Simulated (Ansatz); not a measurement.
Consider MoP.

Space group P-6m2; the calculation finds a residual pressure of about −7 GPa at this fixed cell.

```
CELL_PARAMETERS angstrom
3.22300 0.00000 0.00000
-1.61150 2.79120 0.00000
0.00000 0.00000 3.19100
ATOMIC_POSITIONS crystal
Mo 0.00000 0.00000 0.00000
P 0.33333 0.66667 0.50000
```

Computed with Ansatz 0.2.0, DFT LDA, scalar-relativistic, plane waves, PAW.

Predict the deformation density (crystal less neutral atoms): where will charge gather?

Mo–P (2.45 Å): Δρ is +0.09 e/Å³ at the midpoint, with a peak of 0.1 e/Å³ 1.1 Å from P: a build-up of bond charge.
Mo–Mo (3.19 Å): Δρ is +0.03 e/Å³ at the midpoint.
Over the whole cell, outside the masked cores, the largest gain, 0.1 e/Å³, lies 1.2 Å from a phosphorus nucleus and 1.3 Å from a molybdenum one, and the largest loss lies at the edge of the masked core of Mo.
The rearranged charge, half the integral of |Δρ|, is about 0.26 e an atom.
Bader charges: Mo +0.67 and P −0.67 e.

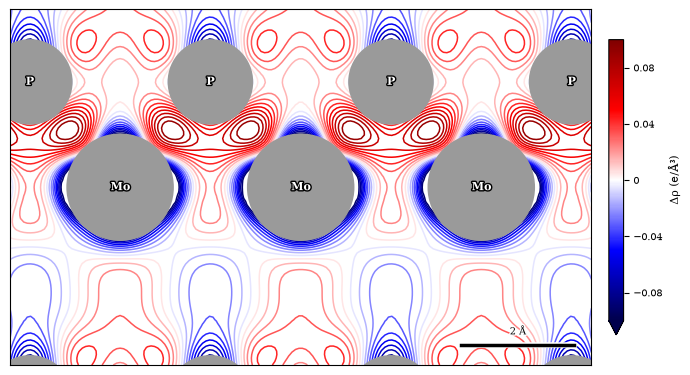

Computed deformation density: a map on the (110) plane of the conventional cell, with grey discs over the atomic cores.

Cores are masked to 1.0 Å (Mo) and 0.8 Å (P).

In a PAW calculation such maps are meaningful between the atoms, not at the nuclei.

Run time: 23 s on 1 thread of Intel(R) Xeon(R) 6975P-C (Granite Rapids) (shared host), peak memory 0.4 GiB.
